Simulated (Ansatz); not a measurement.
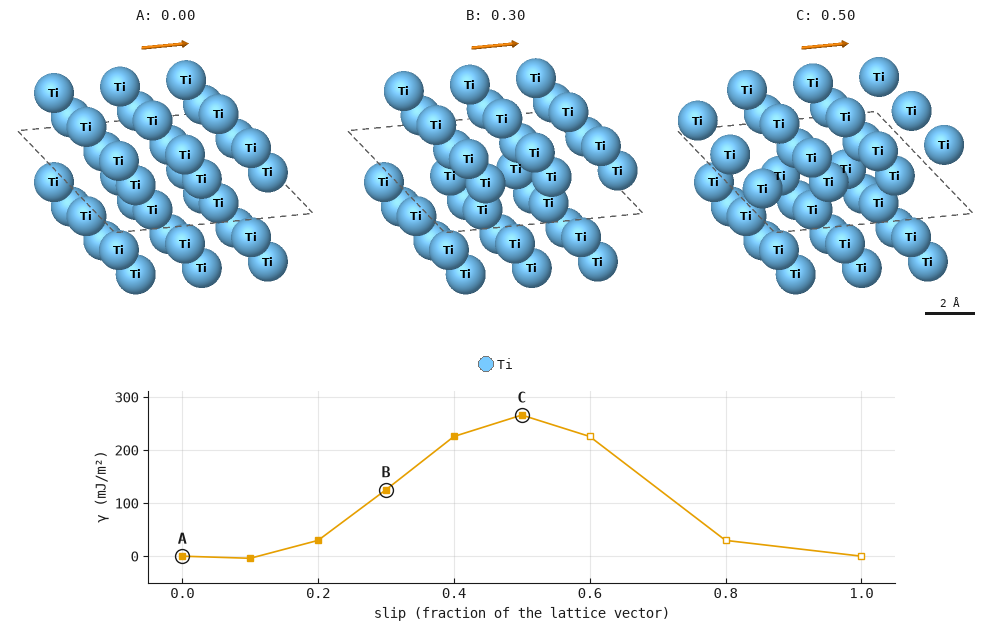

Energy scan for crystalline Ti (Im-3m), in which the crystal above a cut along the (0 1 1) plane of the conventional cell (between a plane of Ti below and one of Ti above, 2.27 Å apart) is slid rigidly by fractions of an in-plane lattice vector 2.78 Å long (a generalised stacking fault). One cut stands in each cell, which starts 9.1 Å high; nothing is relaxed, and the dashed outline marks the cut, the arrow on top the direction of slip. The lettered frames are marked on the plot. Hollow markers are points alike by symmetry, not computed again. A spheres-only model of the layers on both sides of the cut, seen obliquely from above.

Method: DFT PBEsol, scalar-relativistic, plane waves, PAW in Ansatz 0.2.0. (plane-wave cutoff 420 eV; k-point mesh 22 × 22 × 7; occupations gaussian; smearing width 0.15 eV; no spin polarisation). Energies (free energies at the smearing named) are counted from the relaxed crystal.

> What does the scan show?

The curve starts and ends at zero, since a full lattice vector restores the crystal. Its highest computed point is 266.1 mJ/m² at slip 0.50. The points are too sparse to place its extrema closely. Relaxation across the fault would lower the values.

The computed points:

| slip (fraction of the lattice vector) | γ (mJ/m²) |
| --- | --- |
| 0.00 | 0.0 |
| 0.10 | −4.0 |
| 0.20 | 29.8 |
| 0.30 | 125.3 |
| 0.40 | 225.7 |
| 0.50 | 266.1 |
| 0.60 | 225.7 |
| 0.80 | 29.8 |
| 1.00 | 0.0 |

Points that are alike by symmetry were computed once.
